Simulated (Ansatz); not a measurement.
```
CELL_PARAMETERS angstrom
3.16844 0.00000 0.00000
0.00000 3.16844 0.00000
0.00000 0.00000 27.67376
ATOMIC_POSITIONS crystal
W 0.50000 0.50000 0.27101
W 0.00000 0.00000 0.32826
W 0.50000 0.50000 0.38551
W 0.00000 0.00000 0.44275
W 0.50000 0.50000 0.50000
W 0.00000 0.00000 0.55725
W 0.50000 0.50000 0.61449
W 0.00000 0.00000 0.67174
W 0.50000 0.50000 0.72899
```

Not relaxed (largest force 1.9 eV/Å).

Computed with Ansatz 0.2.0, DFT r2SCAN, scalar-relativistic, plane waves, PAW.

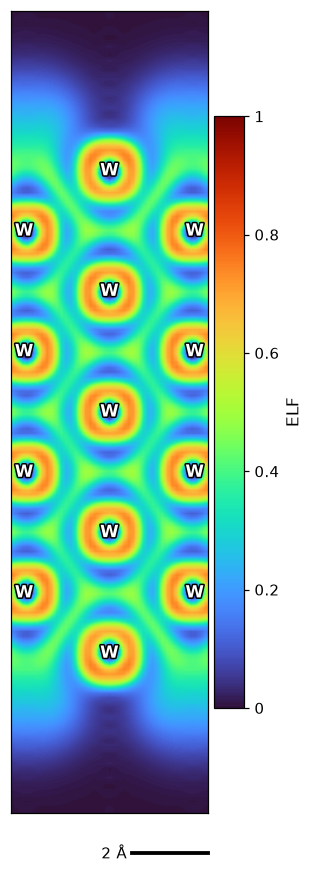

W (slab). Electron localisation function on the (110) plane of the calculation cell, a cut from vacuum to vacuum.

Core electrons are frozen (PAW), and the valence fields are smoothed inside the atomic spheres.

**What do the fields say about this system?**

- The section cuts through W sites.
- W–W (2.74 Å): the ELF is about 0.40 at the midpoint.
- The features right at W lie inside the PAW spheres, where the map follows smoothed inner orbitals and isn't to be read closely.

**Metal or insulator at this level of theory?**

It is gapless in this calculation (a metal or semimetal).
